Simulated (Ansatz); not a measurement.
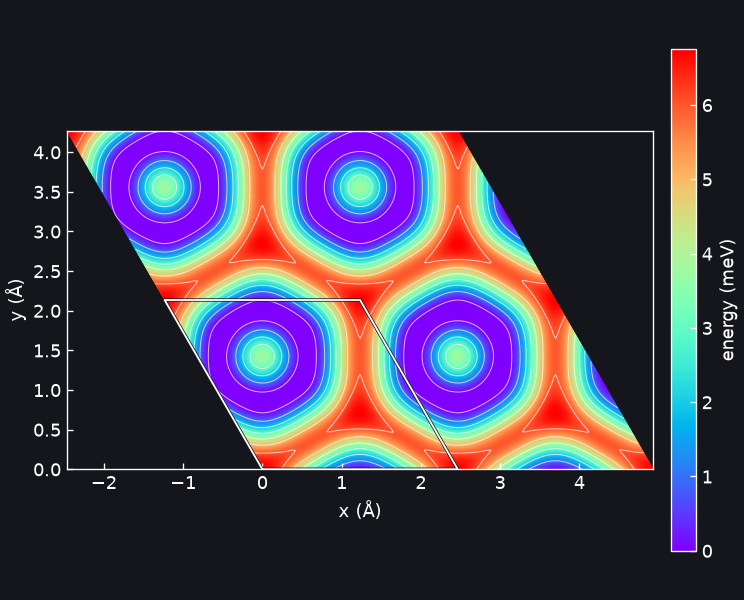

Si on a two-dimensional sheet of C (8 atoms of substrate and one adsorbate in a 2 × 2 cell). Si is moved over the surface cell at a fixed height above a rigid substrate; the origin of the map has the adsorbate above C1; the height is held at 3.10 Å. Places are given modulo a cell vector. The map is drawn in real space over the plane of the surface. The grid has 6 × 6 points; 7 points were computed and 29 follow by symmetry. Places are given in fractions of the 1 × 1 surface cell. All energies are given in meV relative to the lowest grid point. At a fixed height the lowest place need not be the adsorption site. Level of theory: DFT PBE+D3(BJ), scalar-relativistic, plane waves, PAW in Ansatz 0.2.0. Settings: cutoff 420 eV, k-mesh 6×6×1, gaussian smearing 0.1 eV, spin-polarised.

In the figure: a smooth colour map with a few white contour lines, the outline of one cell of the 2 × 2 shown. Between grid points the surface is interpolated.

The lowest grid point is at (0/6, 3/6) of the cell vectors [nearest 1 C at 3.18 Å]. The same energy is found at (1/6, 5/6) of the cell vectors [nearest 1 C at 3.18 Å]; (3/6, 0/6) of the cell vectors [nearest 1 C at 3.18 Å]; (3/6, 3/6) of the cell vectors [nearest 1 C at 3.18 Å]. The highest grid point, the top site over a surface C atom, (0/6, 0/6) of the cell vectors, lies 6.75 meV above the lowest. At the lowest point the adsorbate has 1 C at 3.18 Å as nearest neighbours, at the highest 1 C at 3.10 Å.

The scan is repeated with another setting: the height is held at 2.80 Å; all else is set up alike.

Question: What does this change do to the map?

Answer: The minimum (interpolated where it lies between grid points) moves from (0/6, 3/6) of the cell vectors [nearest 1 C at 3.18 Å] to the top site over a surface C atom, (0/6, 0/6) of the cell vectors. The highest place moves from the top site over a surface C atom, (0/6, 0/6) of the cell vectors to a sixfold hollow, (2/6, 4/6) of the cell vectors. The span from the lowest to the highest grid point grows from 6.75 to 77.63 meV. In the new map: at the lowest point the adsorbate has 1 C at 2.80 Å as nearest neighbours, at the highest 6 C at 3.14 Å.

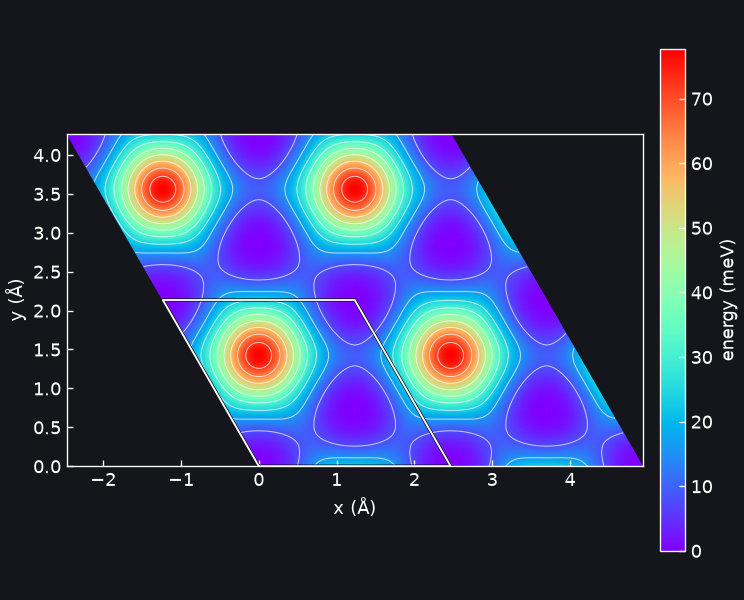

The map after the change, on a colour scale of its own. The picture shows a smooth colour map with a few white contour lines, the outline of one cell of the 2 × 2 shown. Between grid points the surface is interpolated.

PAW datasets: the set soft_1.
